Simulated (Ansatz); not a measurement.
This input was run:

```
crystal:
  lattice:
    - [4.5183985972, -0.0634835003, 0.0]
    - [-2.3141776226, 3.9447897198, 0.0]
    - [0.0, 0.0, 5.7230261441]
  atoms:
    - { symbol: Ag, position: [0.3349789168, 0.6666006327, 0.25] }
    - { symbol: Ag, position: [0.6650210832, 0.3333993673, 0.75] }
    - { symbol: Cl, position: [0.6591105266, 0.3329635247, 0.25] }
    - { symbol: Cl, position: [0.3408894734, 0.6670364753, 0.75] }
kpoints:
  mp_grid: { grid: [6, 6, 4] }
  band_path:
    path:
      - [0.0, 0.0, 0.0]
      - [0.5, 0.0, 0.0]
      - [0.3333333333, 0.3333333333, 0.0]
      - [0.0, 0.0, 0.5]
      - [0.5, 0.0, 0.5]
      - [0.3333333333, 0.3333333333, 0.5]
    npoints: 1
hamiltonian:
  xc: pbe
scf:
  occupations: { method: fermi_dirac, width: 0.02 }
  n_extra_bands: 5
output:
  forces: true
  stress: true
  eigenvalues: true
```

Run as:
```bash
ansatz run input.yaml --threads 4 --pin off --max-ram 3686MiB --backend cpu --events-out ev --progress --plain --runs-dir out
```

Predict the main features of the density of states.

There is a gap; over the k points computed it is 1.36 eV (direct among those points). The upper group of valence states starts about 4.5 eV under the valence-band top (which lies at −0.7 eV on this axis), with a gap beneath it; it holds about 32 electrons a cell.

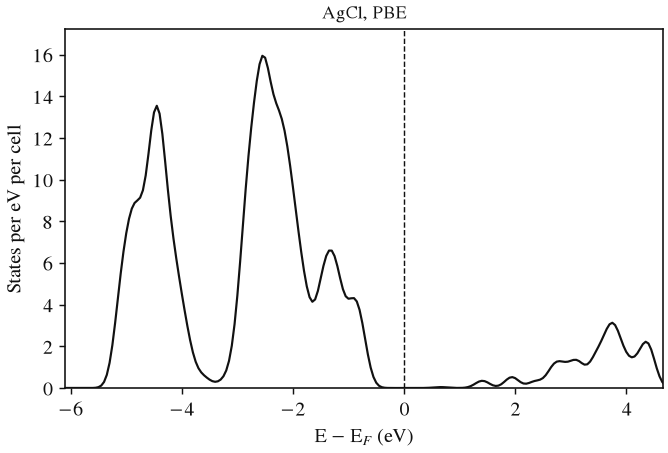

Density of states. Energies are counted from the Fermi level. The curve is built from the levels of the k mesh with Gaussians 0.3 eV wide, which also blur the band edges.
